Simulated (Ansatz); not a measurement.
## A series of single points on Pt

System: Pt (Fd-3m, 2 atoms in the cell).
Method: DFT, revPBE, plane waves (420 eV) with PAW, scalar-relativistic, no spin polarisation (Ansatz 0.2.0).

The 5 runs differ only in the geometry, by an even scaling of the cell at fixed fractional positions.

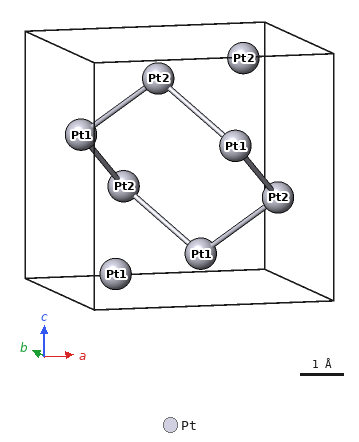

Figure 1. The structure of run 3 (ball-and-stick view of the cell 4 times as large as that of the calculation, set on its symmetry axes, seen slightly off an axis; atoms are numbered from 1 in the order of the input).

### Input of run 3
```yaml
crystal:
  lattice:
    - [0.0, 2.9075463163, 2.9075463163]
    - [2.9075463163, 0.0, 2.9075463163]
    - [2.9075463163, 2.9075463163, 0.0]
  atoms:
    - { symbol: Pt, position: [0.125, 0.125, 0.125] }
    - { symbol: Pt, position: [0.875, 0.875, 0.875] }
hamiltonian:
  xc: revpbe
  pseudopotentials:
    kind: paw
    azcp:
      Pt: "pseudopotentials/Pt.paw.azcp"
basis:
  ecutwfc: 420
  fft_grid_basis: typed
kpoints:
  mp_grid: { grid: [11, 11, 11], shift: [0, 0, 0] }
magnetization:
  spin_polarized: false
scf:
  occupations: { method: fermi_dirac, width: 0.1 }
  lower_state_search: "off"
output:
  stress: true
```

Lattice vectors (Å) and fractional positions of run 3:
```
   0.000000    2.907546    2.907546
   2.907546    0.000000    2.907546
   2.907546    2.907546    0.000000
Pt  0.125000  0.125000  0.125000
Pt  0.875000  0.875000  0.875000
```

Run 2 differs from it as follows:
```diff
-    - [0.0, 2.9075463163, 2.9075463163]
-    - [2.9075463163, 0.0, 2.9075463163]
-    - [2.9075463163, 2.9075463163, 0.0]
+    - [0.0, 2.8682503327, 2.8682503327]
+    - [2.8682503327, 0.0, 2.8682503327]
+    - [2.8682503327, 2.8682503327, 0.0]
```

### Results, with one run withheld

| run | volume per atom (Å³) | free energy per atom, from the lowest run given (meV) | pressure (GPa) |
| --- | --- | --- | --- |
| 1 | 22.613 | 61.87 | 10.98 |
| 2 | 23.597 | ? | ? |
| 3 | 24.580 | 0.00 | 0.04 |
| 4 | 25.563 | 11.52 | −3.63 |
| 5 | 26.546 | 42.84 | −6.45 |

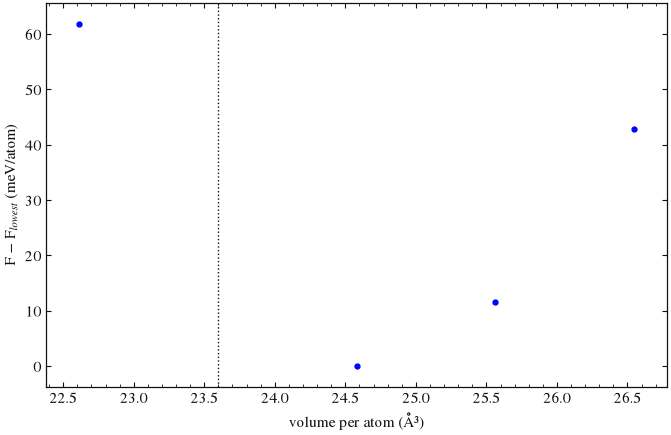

Figure 2. Free energy per atom of the runs given; the dotted line marks run 2.

Fit the runs given and predict run 2.

A quadratic polynomial in V^(−2/3) (the Birch–Murnaghan form), fitted to the 4 runs given, misses them by at most 0.43 meV per atom. With x = V^(−2/3) − 0.11774 Å⁻², it reads F = 0.47247 − 1022.3 x + 1.287e+06 x² (meV per atom). At run 2 it gives 15.28 meV per atom, and the run itself gives 14.23. The slope of the fit gives a pressure −dF/dV of 4.84 GPa there, and the run prints 4.81 GPa. The fit has its minimum at 24.627 Å³ per atom, where V d²F/dV² gives 104 GPa: the bulk modulus at this level, since symmetry fixes the shape and the positions. So low a polynomial doesn't follow these energies more closely.

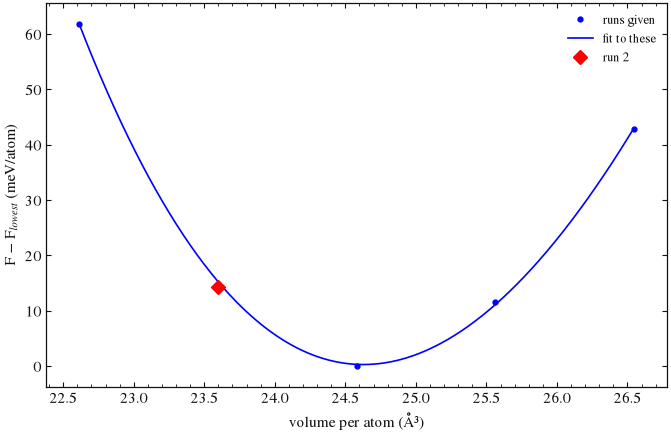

Figure 3. The fit and the withheld run.

### Output, shortened to warnings, some set-up lines, iterations and results (run 2)
```
Basis set: ecut = 420 eV, 941 PW (Γ)
Symmetry: 48 space group operations
k-points: 56 of 1331
Initial density: superposition of atomic densities (neutral atoms: chi_scale 0, normalization atom), corrected by the library's trained network
[...]
SCF iter   1: F=—  HF=-25063.680275 eV  |F-HF|=—  |Δ(HF+E_count)|=         —  Δρ=4.16e-3  dr2=1.74e-3  ethr=1.77e-3  ⟨swp⟩=5.3  Hψ=5107  notcnv=0
SCF iter   2: F=—  HF=-25063.684729 eV  |F-HF|=—  |Δ(HF+E_count)|=   4.45e-3  Δρ=7.95e-4  dr2=1.87e-4  ethr=4.83e-6  ⟨swp⟩=2.8  Hψ=3060  notcnv=0
SCF iter   3: F=—  HF=-25063.684803 eV  |F-HF|=—  |Δ(HF+E_count)|=   7.38e-5  Δρ=2.88e-4  dr2=3.98e-5  ethr=5.20e-7  ⟨swp⟩=2.0  Hψ=2150  notcnv=0
SCF iter   4: F=—  HF=-25063.684802 eV  |F-HF|=—  |Δ(HF+E_count)|=   7.19e-7  Δρ=5.53e-5  dr2=7.55e-7  ethr=1.11e-7  ⟨swp⟩=2.0  Hψ=1790  notcnv=0
SCF iter   5: F=-25063.684805 eV  HF=-25063.684804 eV  |F-HF|=1.25e-7  |Δ(HF+E_count)|=   2.57e-6  Δρ=1.44e-5  dr2=6.37e-8  ethr=2.10e-9  ⟨swp⟩=2.0  Hψ=1835  notcnv=0
SCF iter   6: F=-25063.684805 eV  HF=-25063.684805 eV  |F-HF|=1.86e-9  |Δ(HF+E_count)|=   1.76e-7  Δρ=1.36e-6  dr2=5.12e-10  ethr=1.77e-10  ⟨swp⟩=2.0  Hψ=4311  notcnv=0
SCF 1 converged in 6 iterations: F = -25063.684805 eV  dr2 = 5.12e-10
SCF converged after 6 iterations
Free energy (F): -25063.684805 eV
Harris-Foulkes:  -25063.684805 eV  (|F-HF|=1.86e-9)
Internal energy: -25063.532313 eV  (E = F + TS)
E sigma→0 (E₀):  -25063.608559 eV
Entropy (-TS):   -0.152491 eV (-76.246 meV/atom)
Fermi energy:    13.127267 eV
--- Per-component energies (eV) ---
  E_band       = -617.992779
  E_kinetic    = 1273.575261
  E_local      = -4700.666384  (includes V_loc(G=0)·N_el)
  E_nonlocal   = 399.801734
  E_hartree    = 1794.855814
  E_xc         = -521.498790
  E_vxc        = -601.901186  (∫ρ·V_xc dr)
  E_paw        = -18928.473670  (= ΣΔE_a)
  E_vpaw       = -578.513048  (= ΣTr[D̂ρ^β])
  E_aug_tail   = 0.000402  (compensation charges beyond the density's cutoff)
  E_ewald      = -4381.072655
  E_core_change = -0.054026  (= ΣΔE_core)
  E_smearing   = -0.152491  (= −TS)
  E_closure    = 0.000000  (closes the sum)
  Σ components = -25063.684805   (vs F -25063.684805, Δ=0.00e0)
--- Stress (GPa, compression-positive) ---
        4.806255       0.000000      -0.000000
       -0.000000       4.806255       0.000000
       -0.000000      -0.000000       4.806255
  P = ⅓ Tr σ = 4.8063 GPa (48.063 kbar)
```

Notes: Spin–orbit coupling is left out, which matters for Pt.
